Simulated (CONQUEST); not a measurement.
## HfO2: 7 runs along one coordinate

System: HfO2 (Pca2₁, 12 atoms in the cell).
Method: Kohn-Sham DFT of a periodic cell, PBE, PseudoDojo NC PBE, no spin polarisation (CONQUEST 1.3).

The 7 runs differ only in the geometry, by an even scaling of the cell at fixed fractional positions. The structure derives from a Materials Project entry.

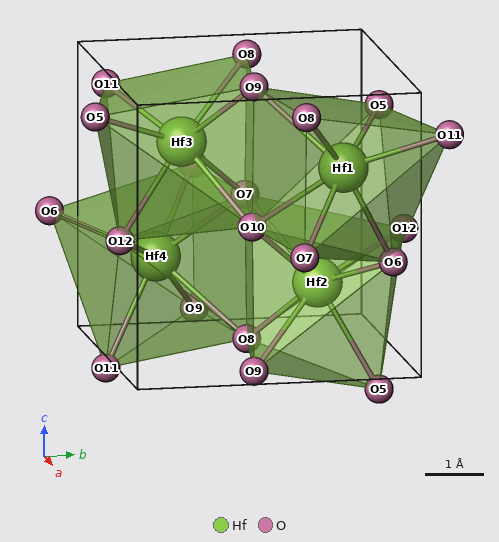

Figure 1. The structure of run 4 (polyhedral view of the cell of the calculation, set on other vectors, seen slightly off an axis; polyhedra are completed across the faces of the cell; atoms are numbered from 1 in the order of the input).

### Input of run 4
```
IO.Title HfO2
IO.Coordinates coords.dat
IO.FractionalAtomicCoords T
IO.Iprint 2
IO.Iprint_init 1
General.NumberOfSpecies 2
General.PseudopotentialType hamann
AtomMove.TypeOfRun static
AtomMove.FullStress T
Grid.PointsAlongX 60
Grid.PointsAlongY 60
Grid.PointsAlongZ 60
DM.SolutionMethod diagon
Diag.MPMesh T
Diag.GammaCentred T
Diag.MPMeshX 6
Diag.MPMeshY 5
Diag.MPMeshZ 5
Diag.kT 0.00183747
minE.SCTolerance 1e-6
SC.MaxIters 100
IO.AtomChargeOutput T
%block ChemicalSpeciesLabel
1 178.490 Hf
2 16.000 O
%endblock
```

Command:
```bash
Conquest
```

Lattice vectors (Å) and fractional positions of run 4:
```
   5.004764    0.000000    0.000000
   0.000000    5.032685    0.000000
   0.000000    0.000000    5.219463
Hf  0.732521  0.741440  0.966994
Hf  0.732521  0.241440  0.533006
Hf  0.267479  0.741440  0.466994
Hf  0.267479  0.241440  0.033006
O   0.928645  0.879267  0.632127
O   0.928645  0.379267  0.867873
O   0.539883  0.492292  0.233949
O   0.539883  0.992292  0.266051
O   0.460117  0.992292  0.766051
O   0.460117  0.492292  0.733949
O   0.071355  0.879267  0.132127
O   0.071355  0.379267  0.367873
```

Run 3 has the same physical settings and fractional positions; its lattice vectors (Å) are:
```
   4.971174    0.000000    0.000000
   0.000000    4.998908    0.000000
   0.000000    0.000000    5.184432
```

### Results, with one run withheld

```csv
run,volume per atom (Å³),"free energy per atom, from the lowest run given (meV)",pressure (GPa),gap on the mesh (eV)
1,10.298,127.77,35.03,4.16
2,10.517,85.00,27.57,4.09
3,10.736,?,?,?
4,10.955,27.97,14.65,3.96
5,11.175,11.63,9.41,3.89
6,11.394,2.45,4.18,3.82
7,11.613,0.00,−0.39,3.76
```

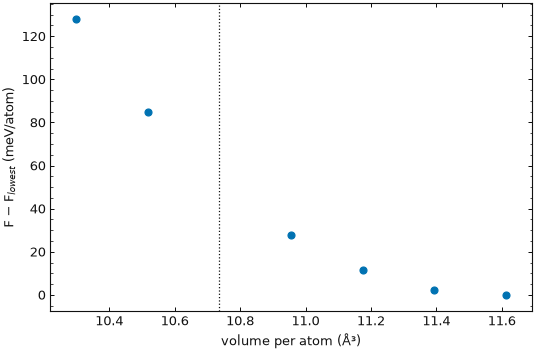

Figure 2. Free energy per atom of the runs given; the dotted line marks run 3.

Fit the runs given and predict run 3.

A cubic polynomial in V^(−2/3) (the Birch–Murnaghan form), fitted to the 6 runs given, misses them by at most 0.09 meV per atom. With x = V^(−2/3) − 0.20248 Å⁻², it reads F = 26.062 + 7181.9 x + 4.9641e+05 x² + 3.6863e+05 x³ (meV per atom). At run 3 it gives 52.10 meV per atom, and the run itself gives 52.02. The slope of the fit gives a pressure −dF/dV of 20.79 GPa there, and the run prints 20.76 GPa. The fit has its minimum at 11.596 Å³ per atom, where V d²F/dV² gives 228 GPa. Cell shape and fractional positions are held, so this is the stiffness under even scaling; the relaxed bulk modulus wasn't computed. The gap on the mesh goes, without turning, from 4.16 eV in run 1 to 3.76 eV in run 7; run 3 has 4.02 eV. These are gaps of this functional on this mesh, which can miss the band edges; they aren't the measured gap.

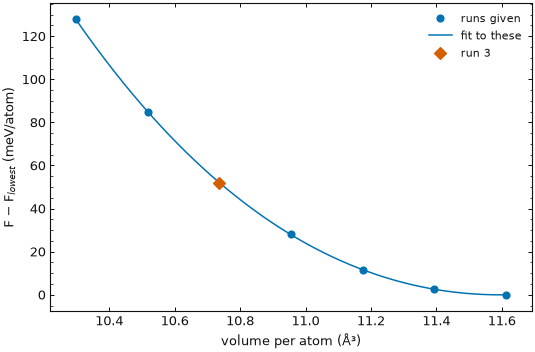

Figure 3. The fit and the withheld run.

### Some lines of the output (run 3)
```
[...]
      Using Fermi-Dirac smearing
          DFT Total Energy                 :      -357.614390494608188 Ha
          DFT Total Energy                 :      -358.347992987724297 Ha
          DFT Total Energy                 :      -358.557023762068525 Ha
          DFT Total Energy                 :      -358.551796478584947 Ha
          DFT Total Energy                 :      -358.558419520423058 Ha
          DFT Total Energy                 :      -358.559788049025883 Ha
          DFT Total Energy                 :      -358.559787671831828 Ha
          DFT Total Energy                 :      -358.559788231222115 Ha
      |* DFT total energy        =      -358.559788231222115 Ha
    force: Average pressure:     20.76390729 GPa
```

Notes: Points of doubt noted for this run: small atomic basis. Spin–orbit coupling is left out, which matters for Hf. With a small basis of atomic orbitals these values can differ much from converged plane-wave results.
